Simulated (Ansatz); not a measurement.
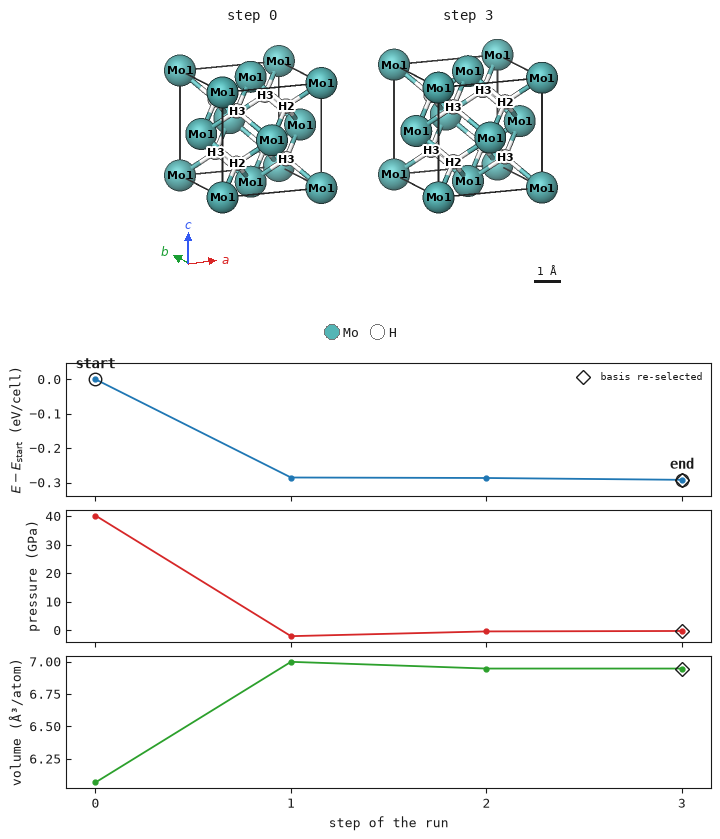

First and last geometry of a relaxation of a crystal of MoH$_{2}$ (a generated structure, set up in Fm-3m) (coarse preliminary run), with the history of the run. A ball-and-stick model of the conventional cell (4 times the calculation's cell), seen slightly off an axis. Lengths and directions refer to the drawn axes.

Case: V → Mo on all its sites, cell and atoms relaxed.

Theory: DFT PBEsol, scalar-relativistic, plane waves, PAW in Ansatz. Settings: plane-wave cutoff 420 eV; k-point mesh 8 × 8 × 8; occupations gaussian; smearing width 0.1 eV; no spin polarisation; cell and atoms relaxed; force threshold 0.05 eV/Å; at most 60 steps.

Question: Did the run converge, and what did it change?

Answer: It converged. The energy falls by 0.292 eV per cell of the calculation in 2 accepted moves (3 points after the start). All forces vanish by symmetry, so only the cell relaxes. The pressure goes from 40.20 to −0.24 GPa. At 1 point the geometry stayed and the basis and grid were re-selected for the new cell (energy shift of 5.3 meV per cell of the calculation at most each time). No atom moves by more than 0.005 Å relative to the cell. Cell: a = b = c 4.176 → 4.368 Å (+4.6 %). Volume +14.5 %. Among the contacts that change: Mo1–Mo1 2.953 → 3.089 Å, Mo1–H2 1.808 → 1.892 Å. The space group stays Fm-3m (No. 225).

```csv
step,"E − E(0), meV/atom","pressure, GPa","volume, Å³/atom",note
0,0.00,40.20,6.067,
1,-95.15,-2.06,6.999,
2,-95.63,-0.40,6.947,
3,-97.40,-0.24,6.947,"same geometry, new basis"
```
